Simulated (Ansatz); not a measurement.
Run report: CaF2, single-point calculation

System: CaF2 (3 atoms in the cell).
Method: DFT r2SCAN, scalar-relativistic, plane waves, PAW, no spin polarisation (Ansatz 0.2.0).

The structure derives from an entry of the Crystallography Open Database. Figures and captions count atoms from 1; the log counts them from 0 in places.

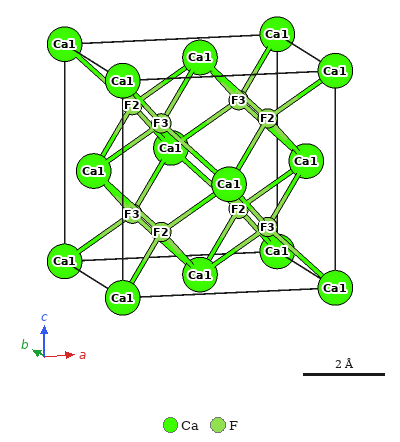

Fig. 1: The structure (ball-and-stick view of the cell 4 times as large as that of the calculation, set on its symmetry axes, seen slightly off an axis; atoms are numbered from 1 in the order of the input). An atom can appear more than once, as a periodic image. Near neighbours in the periodic cell (some may lie outside the picture): Ca has 8 F at 2.37 Å; F has 4 Ca at 2.37 Å.

Key numbers

| quantity | value |
| --- | --- |
| outcome | converged |
| space group (tolerance 0.01 Å) | Fm-3m (225) |
| electrons treated | 24 |
| free energy | −3448.1179 eV |
| Fermi energy | 6.721 eV |
| gap on the k-point mesh | 7.95 eV |
| pressure | −1.12 GPa |
| largest force (length of the vector) | under 0.001 eV/Å |
| hardware | 1 thread of Intel Xeon @ 2.50GHz (Skylake/Cascade Lake), 189 GiB of memory available, shared host |
| wall time | 4.5 s |
| peak memory | 0.43 GiB |

Input
```yaml
crystal:
  lattice:
    - [0.0, 2.73125, 2.73125]
    - [2.73125, 0.0, 2.73125]
    - [2.73125, 2.73125, 0.0]
  atoms:
    - { symbol: Ca, position: [0.0, 0.0, 0.0] }
    - { symbol: F, position: [0.25, 0.25, 0.25] }
    - { symbol: F, position: [0.75, 0.75, 0.75] }
basis:
  ecutwfc: 500
kpoints:
  mp_grid: { grid: [8, 8, 8] }
hamiltonian:
  xc: r2scan
scf:
  occupations: { method: gaussian, width: 0.05 }
output:
  forces: true
  stress: true
  eigenvalues: true
  write_density: true
  write_potential: true
  elf: true
  volumetric_format: npy
```

Run as:
```bash
ansatz run input.yaml --threads 1 --pin off --max-ram 2560MiB --backend cpu --events-out ev --progress --plain --runs-dir out
```

The program's output
```
Engine: ansatz 0.2.0, x86_64-unknown-linux-gnu
Pseudopotentials: kind: paw
Pseudopotential: Ca, paw, valence charge 10, recommended cutoff 500 eV (meta_gga), Ca.paw.azcp
Pseudopotential: F, paw, valence charge 7, recommended cutoff 500 eV (meta_gga), F.paw.azcp
Functional definition: r2SCAN
  parameter k0 = 0.174
  parameter k1 = 0.065
  parameter a1 = 4.9479
  exchange = r2scan_x(k0 = k0, k1 = k1, a1 = a1)
  correlation = r2scan_c
Crystal: 3 atoms, lattice volume = 40.749 Å³
Basis set: ecut = 500 eV, 1037 PW (Γ), exchange–correlation on 120×120×120 points (64 copies of the dense FFT grid, shifted against one another)
Bands: 16, of which v1, the nominal top of the filled ones, is band 12 counted from 1 (11 counted from 0)
Symmetry: 48 space group operations
Space group: Fm-3m (ITA 225), of the structure as read, at distance tolerance 3.4e-5 Å
k-points: 29 of 512
Non-local potential: Ca, projectors of the file, l = 0: 3, l = 1: 2, l = 2: 2
Non-local potential: F, projectors of the file, l = 0: 2, l = 1: 2, l = 2: 1
PAW form: soft (Blöchl's): semilocal exchange-correlation on the pseudo side does not see the compensation charge
PAW frozen core: Ca, regenerated for the run's functional (the file was generated under x = pbe(κ = 0.804, μ = 0.2195149727645171), c = pbe(β = 0.06672455060314922))
PAW frozen core: F, regenerated for the run's functional (the file was generated under x = pbe(κ = 0.804, μ = 0.2195149727645171), c = pbe(β = 0.06672455060314922))
PAW one-centre angular grid: Ca, 302 points (default); XC on 160 Gauss nodes
PAW one-centre angular grid: F, 302 points (default); XC on 160 Gauss nodes
Initial density: superposition of atomic densities (neutral atoms: chi_scale 0, normalization atom), corrected by the library's trained network
Initial wavefunctions: pseudopotential atomic-orbital guess
Functional: x = r2scan, c = r2scan; τ floored in thin density (d = 2e-4 eV/Å³)
SCF iter   1: F=—  HF=-3448.048280 eV  |F-HF|=—  |Δ(HF+E_count)|=         —  Δρ=1.01e-2  dr2=4.01e-2  dr2_τ=6.92e-2  ethr=1.77e-3  ⟨swp⟩=6.6  Hψ=2845  notcnv=0
preconditioner: auto → none  [insulator: Δε(μ)=8.240 eV  Ē_g=19.777 eV  σ=0.050 eV  W_gap=1.00  n_scr=14 (ndim 8)  ℏωp=27.3 eV  f_vac=0.116  D(μ)=0.00/eV (n_scr^D=0)  ε∞_Penn≈2.9]
SCF iter   2: F=—  HF=-3448.119136 eV  |F-HF|=—  |Δ(HF+E_count)|=   7.09e-2  Δρ=6.29e-3  dr2=5.22e-3  dr2_τ=1.52e-3  ethr=1.67e-4  ⟨swp⟩=2.7  Hψ=1163  notcnv=0
SCF iter   3: F=—  HF=-3448.117902 eV  |F-HF|=—  |Δ(HF+E_count)|=   1.23e-3  Δρ=1.79e-3  dr2=5.02e-4  dr2_τ=1.08e-4  ethr=2.18e-5  ⟨swp⟩=2.0  Hψ=842  notcnv=0
SCF iter   4: F=—  HF=-3448.117852 eV  |F-HF|=—  |Δ(HF+E_count)|=   5.06e-5  Δρ=3.98e-4  dr2=1.74e-5  dr2_τ=7.21e-6  ethr=2.09e-6  ⟨swp⟩=2.0  Hψ=671  notcnv=0
SCF iter   5: F=—  HF=-3448.117855 eV  |F-HF|=—  |Δ(HF+E_count)|=   3.53e-6  Δρ=3.57e-5  dr2=1.41e-7  dr2_τ=4.68e-8  ethr=7.23e-8  ⟨swp⟩=2.0  Hψ=771  notcnv=0
SCF iter   6: F=-3448.117855 eV  HF=-3448.117855 eV  |F-HF|=8.64e-11  |Δ(HF+E_count)|=   1.38e-7  Δρ=2.21e-6  dr2=6.30e-10  dr2_τ=1.57e-10  ethr=4.17e-10  ⟨swp⟩=8.0  Hψ=3058  notcnv=0
SCF 1 converged in 6 iterations: F = -3448.117855 eV  dr2 = 6.30e-10
  greatest PAW one-centre occupation: 0.995 electrons in one spin orbital (limit 2), on the Ca atom at site 0 (counted from 0), in its partial waves of l = 0
```

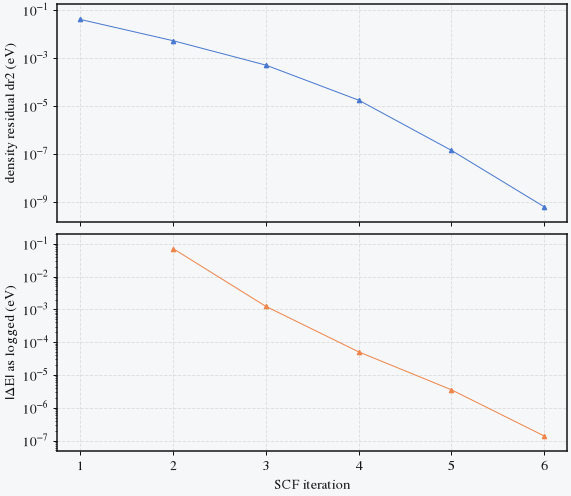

Fig. 2: Convergence of the self-consistent field: density residual dr2 and size of the energy change against the SCF iteration. The residual falls at every step.

```
SCF converged after 6 iterations
Free energy (F): -3448.117855 eV
Harris-Foulkes:  -3448.117855 eV  (|F-HF|=8.64e-11)
Internal energy: -3448.117855 eV  (E = F + TS)
E sigma→0 (E₀):  -3448.117855 eV
Fermi energy:    6.721047 eV
--- Per-component energies (eV) ---
  E_band       = -209.464963
  E_kinetic    = 696.616169
  E_local      = -1790.670369  (includes V_loc(G=0)·N_el)
  E_nonlocal   = 208.342768
  E_hartree    = 638.391238
  E_xc         = -297.384320
  E_vxc        = -429.368317  (∫ρ·V_xc dr)
  E_paw        = -1269.891133  (= ΣΔE_a)
  E_vpaw       = -200.104033  (= ΣTr[D̂ρ^β])
  E_aug_tail   = 0.002093  (compensation charges beyond the density's cutoff)
  E_vtau       = 28.934119  (kinetic-family band-sum trace: ∫τ·v_τ [+ j·A + Jᵃ·Aᵃ] dr)
  E_ewald      = -1633.240853
  E_core_change = -0.283448  (= ΣΔE_core)
  E_smearing   = -0.000000  (= −TS)
  E_closure    = -0.000000  (closes the sum)
  Σ components = -3448.117855   (vs F -3448.117855, Δ=0.00e0)
--- Forces (eV/Å), atoms counted from 1 ---
  atom   1  Ca    -0.00000000     0.00000000     0.00000000
  atom   2  F     -0.00000000    -0.00000000    -0.00000000
  atom   3  F      0.00000000     0.00000000     0.00000000
  max |Σ_I F_I| component: 3.47e-18 eV/Å
--- Stress (GPa, compression-positive) ---
       -1.116198       0.000000       0.000000
       -0.000000      -1.116198      -0.000000
        0.000000      -0.000000      -1.116198
  P = ⅓ Tr σ = -1.1162 GPa (-11.162 kbar)
--- Band table (eV; the first three rows and the last of 29) ---
  k-point 0: bands = ["-34.5056", "-18.3172", "-17.5710", "-14.5658", "-14.5658", "-14.5658", "0.6493", "0.6493", "0.6493", "2.4847", "2.4847", "2.4847", "10.6984", "12.7343", "12.7343", "14.9051"]
  k-point 1: bands = ["-34.5007", "-18.3444", "-17.6083", "-14.5719", "-14.5719", "-14.5118", "0.7190", "0.7190", "0.7742", "2.3111", "2.4147", "2.4147", "11.0930", "12.7623", "12.7623", "14.7539"]
  k-point 2: bands = ["-34.4890", "-18.3856", "-17.7272", "-14.5865", "-14.5865", "-14.3741", "0.9026", "0.9026", "1.0694", "1.9427", "2.2349", "2.2349", "11.9933", "12.8300", "12.8300", "14.5014"]
  k-point 28: bands = ["-34.4614", "-18.2460", "-18.2460", "-14.6708", "-14.2993", "-14.2993", "0.5029", "0.6138", "1.7035", "1.7035", "2.4777", "2.6502", "11.8253", "13.2978", "13.6017", "13.6017"]
```

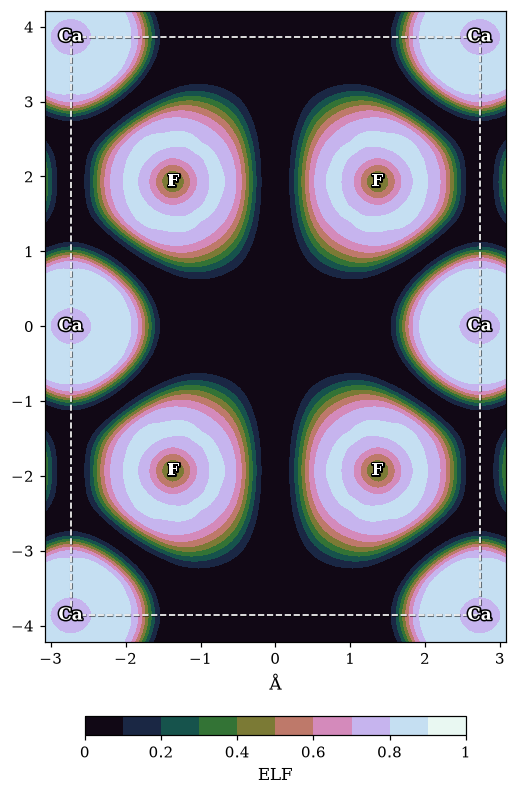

Fig. 3: Electron localisation function on the (110) plane of the conventional cell. The section cuts through Ca and F sites. Ca–F (2.37 Å): the ELF is about 0.05 at the midpoint, which marks a closed-shell, largely ionic contact. The strong features right at Ca lie inside the PAW spheres (semicore, d or f shells) and say nothing about bonding. In a PAW calculation such maps are meaningful between the atoms, not at the nuclei.

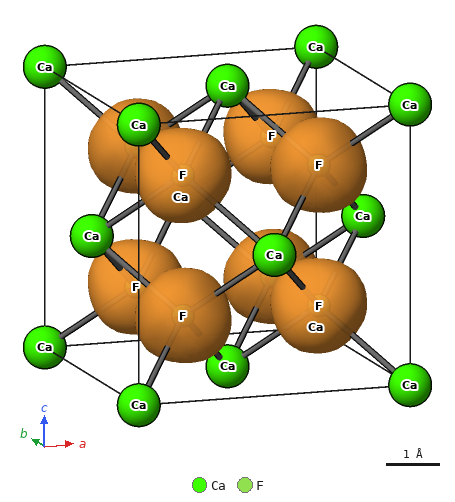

Fig. 4: Isosurface of the ELF at 0.6 (orange), seen slightly off an axis. Core shells and regions of very low density are left out. Sticks mark near contacts. The outline is the cell set on symmetry axes. Values along the shortest contacts: Ca–F (2.37 Å): the ELF is about 0.05 at the midpoint, as expected for ionic bonding with no shared pair.
